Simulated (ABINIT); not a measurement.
## Geometry relaxation of MnS (part 1 of 3)

MnS (2 atoms in the cell), computed with Kohn-Sham DFT of a periodic cell, LDA, PseudoDojo NC SR LDA v0.4.1 standard, spin-polarised (ABINIT 10.8.3).

The structure derives from an entry of the Crystallography Open Database.

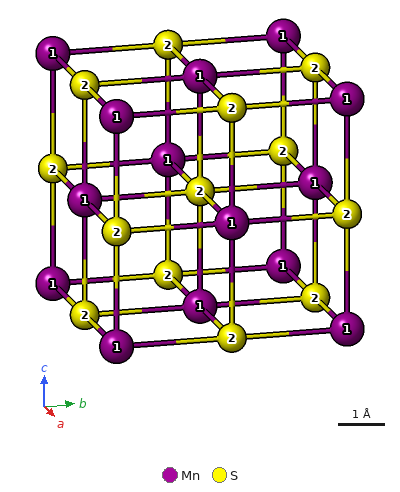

**Figure 1.** The input geometry (ball-and-stick view of the cell 4 times as large as that of the calculation, set on its symmetry axes, seen slightly off an axis; atoms are numbered from 1 in the order of the input). An atom can appear more than once, as a periodic image. Near neighbours in the periodic cell (some may lie outside the picture): Mn has 6 S at 2.60 Å; S has 6 Mn at 2.60 Å.

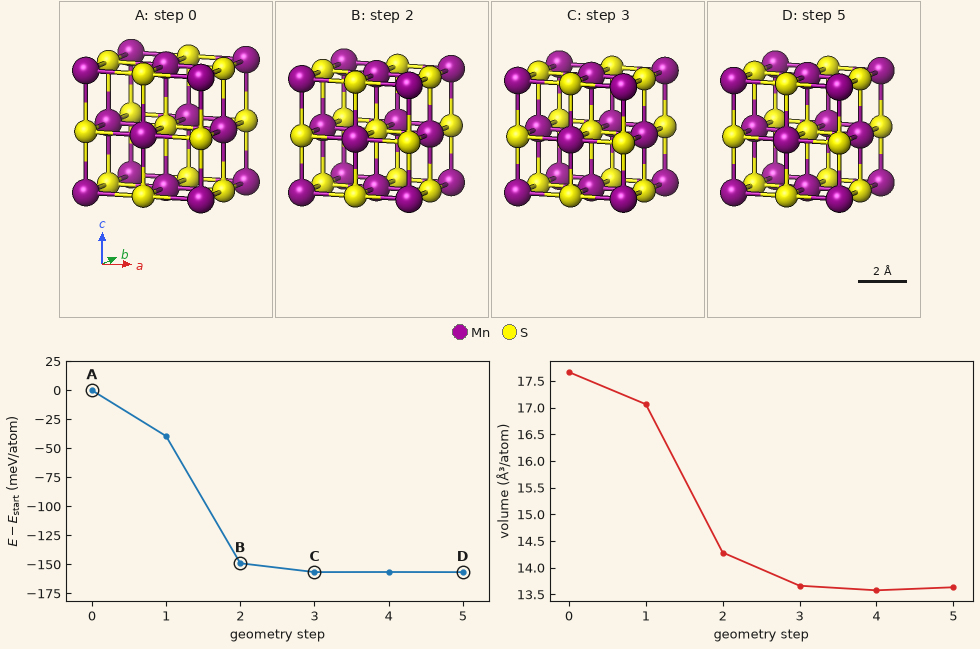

**Figure 2.** Frames of the relaxation (ball-and-stick view of the cell 4 times as large as that of the calculation, set on its symmetry axes, seen slightly off an axis) above the curves, on which the letters mark them (steps are counted from 0).

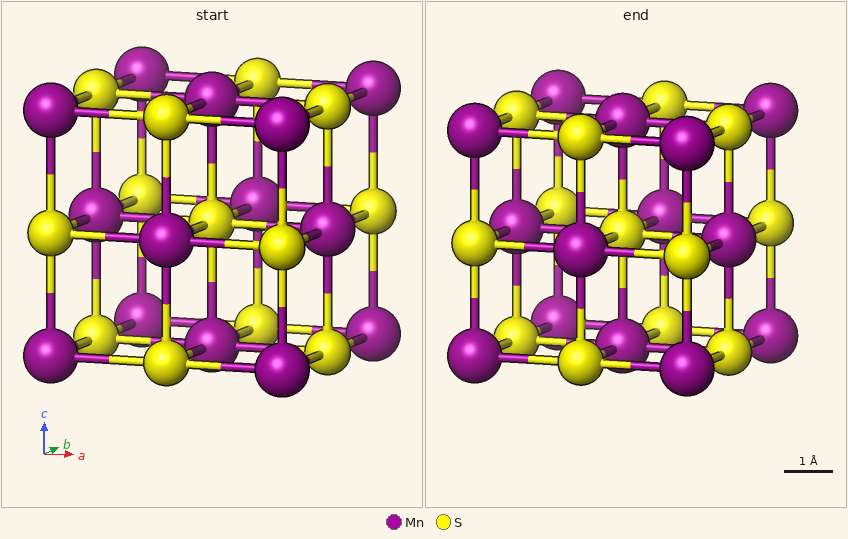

**Figure 3.** Before (left) and after (right) the relaxation, at one scale (ball-and-stick view of the cell 4 times as large as that of the calculation, set on its symmetry axes, seen slightly off an axis). Over 5 geometry steps the energy falls by 157 meV per atom. All forces vanish by symmetry, so only the cell relaxes. The atoms keep their places relative to the cell (all moves are under 0.005 Å). The volume changes by −22.8 %, with a = b = c 5.209 → 4.778 Å (−8.3 %). Distances before and after: Mn1–S2 2.604 → 2.389 Å. The space group stays Fm-3m (No. 225). (Atoms are counted from 1 in the order of the input.)

The input that produced these results follows, with the program's output.

The input
```
pp_dirpath "./"
pseudos "Mn.upf, S.upf"

acell 3*1.0
rprim
     0.0000000000     4.9217916916     4.9217916916
     4.9217916916     0.0000000000     4.9217916916
     4.9217916916     4.9217916916     0.0000000000
ntypat 2
znucl 25 16
natom 2
typat 1 2
chkprim 0
chksymtnons 0
tolsym 1.0e-6
xred
            0.0            0.0            0.0
            1/2            1/2            1/2

ecut 1306.146540 eV
ecutsm 0.5

kptopt 1
ngkpt 7 7 7
nshiftk 1
shiftk 0.0 0.0 0.0

ixc 7

nband 16
occopt 3
tsmear 0.05 eV

nsppol 2
spinat
     0.0000000000     0.0000000000     4.0000000000
     0.0000000000     0.0000000000     0.0000000000

nstep 80
tolvrs 1.0e-12

iomode 3
prteig 0
prtebands 0
prtwf 0
prtden 0

ionmov 2
optcell 2
ntime 50
tolmxf 2.0e-5
dilatmx 1.08
```

Launched with:
```bash
mpirun --bind-to none -np 4 abinit run.abi > log 2>&1
```

Output
```
.Version 10.8.3 of ABINIT
 Symmetries : space group Fm -3 m (#225); Bravais cF (face-center cubic)
================================================================================
 Values of the parameters that define the memory need of the present run
     intxc =       0    ionmov =       2      iscf =       7    lmnmax =       6
     lnmax =       6     mgfft =      48  mpssoang =       3    mqgrid =    3001
     natom =       2  nloc_mem =       1    nspden =       2   nspinor =       1
    nsppol =       2      nsym =      48    n1xccc =    2501    ntypat =       2
    occopt =       3   xclevel =       1
       mpw =        4797          nfft =      110592          nkpt =          20
================================================================================
================================================================================

--------------------------------------------------------------------------------
------------- Echo of variables that govern the present computation ------------
--------------------------------------------------------------------------------
 -outvars: echo values of preprocessed input variables --------
            acell      1.0000000000E+00  1.0000000000E+00  1.0000000000E+00 Bohr
              amu      5.49380500E+01  3.20660000E+01
          chkprim           0
      chksymtnons           0
          dilatmx      1.08000000E+00
             ecut      4.80000000E+01 Hartree
           ecutsm      5.00000000E-01 Hartree
           ionmov           2
              ixc           7
         kptrlatt        7    0    0      0    7    0      0    0    7
          kptrlen      4.87232519E+01
            natom           2
            nband          16
            ngfft          48      48      48
             nkpt          20
           nspden           2
           nsppol           2
            nstep          80
             nsym          48
            ntime          50
           ntypat           2
           occopt           3
          optcell           2
           prtden           0
        prtebands           0
           prteig           0
            prtwf           0
            rprim      0.0000000000E+00  4.9217916916E+00  4.9217916916E+00
                       4.9217916916E+00  0.0000000000E+00  4.9217916916E+00
                       4.9217916916E+00  4.9217916916E+00  0.0000000000E+00
          spgroup         225
           spinat      0.0000000000E+00  0.0000000000E+00  4.0000000000E+00
                       0.0000000000E+00  0.0000000000E+00  0.0000000000E+00
           tolmxf      2.00000000E-05
           tolsym      1.00000000E-06
           tolvrs      1.00000000E-12
           tsmear      1.83746611E-03 Hartree
            typat      1  2
           xangst      0.0000000000E+00  0.0000000000E+00  0.0000000000E+00
                       2.6044999982E+00  2.6044999982E+00  2.6044999982E+00
            xcart      0.0000000000E+00  0.0000000000E+00  0.0000000000E+00
                       4.9217916916E+00  4.9217916916E+00  4.9217916916E+00
             xred      0.0000000000E+00  0.0000000000E+00  0.0000000000E+00
                       5.0000000000E-01  5.0000000000E-01  5.0000000000E-01
            znucl       25.00000   16.00000

================================================================================

 chkinp: Checking input parameters for consistency.

================================================================================
== DATASET  1 ==================================================================

--- !DatasetInfo
iteration_state: {dtset: 1, }
dimensions: {natom: 2, nkpt: 20, mband: 16, nsppol: 2, nspinor: 1, nspden: 2, mpw: 4797, }
cutoff_energies: {ecut:  48.0, pawecutdg:  -1.0, }
electrons: {nelect:   2.10000000E+01, charge:   0.00000000E+00, occopt:   3.00000000E+00, tsmear:   1.83746611E-03, }
meta: {optdriver: 0, ionmov: 2, optcell: 2, iscf: 7, paral_kgb: 0, }
...

 Exchange-correlation functional for the present dataset will be:
  LDA: Perdew-Wang 92 LSD fit to Ceperley-Alder data - ixc=7
  J.P.Perdew and Y.Wang, PRB 45, 13244 (1992)

 Real(R)+Recip(G) space primitive vectors, cartesian coordinates (Bohr,Bohr^-1):
 R(1)=  0.0000000  4.9217917  4.9217917  G(1)= -0.1015890  0.1015890  0.1015890
 R(2)=  4.9217917  0.0000000  4.9217917  G(2)=  0.1015890 -0.1015890  0.1015890
 R(3)=  4.9217917  4.9217917  0.0000000  G(3)=  0.1015890  0.1015890 -0.1015890
 Unit cell volume ucvol=  2.3845129E+02 bohr^3
 Angles (23,13,12)=  6.00000000E+01  6.00000000E+01  6.00000000E+01 degrees

 getcut: wavevector=  0.0000  0.0000  0.0000  ngfft=  48  48  48
         ecut(hartree)=     55.987   => boxcut(ratio)=   2.04736

--- Pseudopotential description ------------------------------------------------
- pspini: atom type   1  psp file is ./Mn.upf
  25.00000  15.00000  201201                  znucl, zion, pspdat
12 -1012 2 -1 1430                            pspcod,pspxc,lmax,lloc,mmax
     nproj     2     2     2

- pspini: atom type   2  psp file is ./S.upf
  16.00000   6.00000  180309                  znucl, zion, pspdat
12 -1012 2 -1 1132                            pspcod,pspxc,lmax,lloc,mmax
     nproj     2     2     2

   5.24639748E+02                                ecore*ucvol(ha*bohr**3)
--------------------------------------------------------------------------------

================================================================================

=== [ionmov= 2] Broyden-Fletcher-Goldfarb-Shanno method (forces)
================================================================================

--- Iteration: ( 1/50) Internal Cycle: (1/1)
--------------------------------------------------------------------------------

---SELF-CONSISTENT-FIELD CONVERGENCE--------------------------------------------

--- !BeginCycle
iteration_state: {dtset: 1, itime: 1, icycle: 1, }
solver: {iscf: 7, nstep: 80, nline: 4, wfoptalg: 0, }
tolerances: {tolvrs: 1.00E-12, }
...

     iter   Etot(hartree)      deltaE(h)  residm     vres2   difmagsph maxmagsph
 ETOT  1  -119.54763785147    -1.195E+02 2.912E-01 4.760E+02 2.605E+00 2.605E+00
 ETOT  2  -119.22751798810     3.201E-01 6.227E-02 1.084E+04 8.314E-02 2.588E+00
 ETOT  3  -119.86039096115    -6.329E-01 7.246E-03 2.406E+02 8.545E-01 3.442E+00
 ETOT  4  -119.86980606646    -9.415E-03 4.183E-03 9.788E+01 1.794E-01 3.622E+00
 ETOT  5  -119.87454827904    -4.742E-03 2.558E-03 3.480E+01 1.145E-01 3.736E+00
 ETOT  6  -119.87758018869    -3.032E-03 3.218E-03 2.888E-01 2.166E-01 3.953E+00
 ETOT  7  -119.87759666047    -1.647E-05 6.745E-04 2.815E-02 1.533E-02 3.937E+00
 ETOT  8  -119.87759876282    -2.102E-06 7.742E-04 2.540E-03 2.981E-03 3.939E+00
 ETOT  9  -119.87759892805    -1.652E-07 1.638E-04 1.991E-03 8.765E-04 3.940E+00
 ETOT 10  -119.87759905677    -1.287E-07 1.332E-04 2.093E-04 1.457E-03 3.941E+00
 ETOT 11  -119.87759906553    -8.760E-09 4.070E-05 6.365E-05 2.673E-04 3.941E+00
 ETOT 12  -119.87759906845    -2.923E-09 3.789E-05 4.782E-06 4.473E-05 3.941E+00
 ETOT 13  -119.87759906869    -2.313E-10 1.746E-05 3.710E-08 1.606E-05 3.941E+00
 ETOT 14  -119.87759906868     5.301E-12 1.923E-05 2.879E-11 1.401E-06 3.941E+00
 ETOT 15  -119.87759906869    -1.168E-11 1.199E-05 9.474E-13 2.696E-08 3.941E+00

 At SCF step   15       vres2   =  9.47E-13 < tolvrs=  1.00E-12 =>converged.

 Cartesian components of stress tensor (hartree/bohr^3)
  sigma(1 1)=  3.82654303E-04  sigma(3 2)=  0.00000000E+00
  sigma(2 2)=  3.82654303E-04  sigma(3 1)=  0.00000000E+00
  sigma(3 3)=  3.82654303E-04  sigma(2 1)=  0.00000000E+00

--- !ResultsGS
iteration_state: {dtset: 1, itime: 1, icycle: 1, }
comment   : Summary of ground state results
lattice_vectors:
- [  0.0000000,   4.9217917,   4.9217917, ]
- [  4.9217917,   0.0000000,   4.9217917, ]
- [  4.9217917,   4.9217917,   0.0000000, ]
lattice_lengths: [   6.96046,    6.96046,    6.96046, ]
lattice_angles: [ 60.000,  60.000,  60.000, ] # degrees, (23, 13, 12)
lattice_volume:   2.3845129E+02
convergence: {deltae: -1.168E-11, res2:  9.474E-13, residm:  1.199E-05, diffor: null, }
etotal    :  -1.19877599E+02
entropy   :   0.00000000E+00
fermie    :   2.62257827E-01
cartesian_stress_tensor: # hartree/bohr^3
- [  3.82654303E-04,   0.00000000E+00,   0.00000000E+00, ]
- [  0.00000000E+00,   3.82654303E-04,   0.00000000E+00, ]
- [  0.00000000E+00,   0.00000000E+00,   3.82654303E-04, ]
pressure_GPa:  -1.1258E+01
xred      :
- [  0.0000E+00,   0.0000E+00,   0.0000E+00, Mn]
- [  5.0000E-01,   5.0000E-01,   5.0000E-01,  S]
cartesian_forces: # hartree/bohr
- [ -0.00000000E+00,  -0.00000000E+00,  -0.00000000E+00, ]
- [ -0.00000000E+00,  -0.00000000E+00,  -0.00000000E+00, ]
force_length_stats: {min:   0.00000000E+00, max:   0.00000000E+00, mean:   0.00000000E+00, }
...

 Integrated electronic and magnetization densities in atomic spheres:
 ------------------------------------------------------------------------------------------------------------
 Radius=ratsph(iatom), smearing ratsm=  0.0000. Diff(up-dn)=approximate z local magnetic moment.
    Atom    Radius    up_density   dn_density  Total(up+dn)  Diff(up-dn)
    1 Mn   2.00000     8.363540     4.422632     12.786172     3.940907
    2  S   2.00000     2.010370     1.885007      3.895376     0.125363
 ------------------------------------------------------------------------------------------------------------
  Sum:                10.373909     6.307639     16.681548     4.066270
 Total magnetization (from the atomic spheres):                4.066270
 Total magnetization (exact up - dn):                          4.598141

---OUTPUT-----------------------------------------------------------------------

 Cartesian coordinates (xcart) [bohr]
  0.00000000000000E+00  0.00000000000000E+00  0.00000000000000E+00
  4.92179169160000E+00  4.92179169160000E+00  4.92179169160000E+00
 Reduced coordinates (xred)
  0.00000000000000E+00  0.00000000000000E+00  0.00000000000000E+00
  5.00000000000000E-01  5.00000000000000E-01  5.00000000000000E-01
 Cartesian forces (fcart) [Ha/bohr]; max,rms= 0.00000E+00 0.00000E+00 (free atoms)
 -0.00000000000000E+00 -0.00000000000000E+00 -0.00000000000000E+00
 -0.00000000000000E+00 -0.00000000000000E+00 -0.00000000000000E+00
 Gradient of E wrt nuclear positions in reduced coordinates (gred)
  0.00000000000000E+00  0.00000000000000E+00  0.00000000000000E+00
  0.00000000000000E+00  0.00000000000000E+00  0.00000000000000E+00
 Scale of Primitive Cell (acell) [bohr]
  1.00000000000000E+00  1.00000000000000E+00  1.00000000000000E+00
 Real space primitive translations (rprimd) [bohr]
  0.00000000000000E+00  4.92179169160000E+00  4.92179169160000E+00
  4.92179169160000E+00  0.00000000000000E+00  4.92179169160000E+00
  4.92179169160000E+00  4.92179169160000E+00  0.00000000000000E+00
 Unitary Cell Volume (ucvol) [Bohr^3]=  2.38451293196668E+02
 Angles (23,13,12)= [degrees]
  6.00000000000000E+01  6.00000000000000E+01  6.00000000000000E+01
 Lengths [Bohr]
  6.96046456143594E+00  6.96046456143594E+00  6.96046456143594E+00
 Stress tensor in cartesian coordinates (strten) [Ha/bohr^3]
  3.82654302530389E-04  0.00000000000000E+00  0.00000000000000E+00
  0.00000000000000E+00  3.82654302530388E-04  0.00000000000000E+00
  0.00000000000000E+00  0.00000000000000E+00  3.82654302530389E-04
 Total energy (etotal) [Ha]= -1.19877599068692E+02

--- Iteration: ( 2/50) Internal Cycle: (1/1)
--------------------------------------------------------------------------------

---SELF-CONSISTENT-FIELD CONVERGENCE--------------------------------------------

--- !BeginCycle
iteration_state: {dtset: 1, itime: 2, icycle: 1, }
solver: {iscf: 7, nstep: 80, nline: 4, wfoptalg: 0, }
tolerances: {tolvrs: 1.00E-12, }
...
```
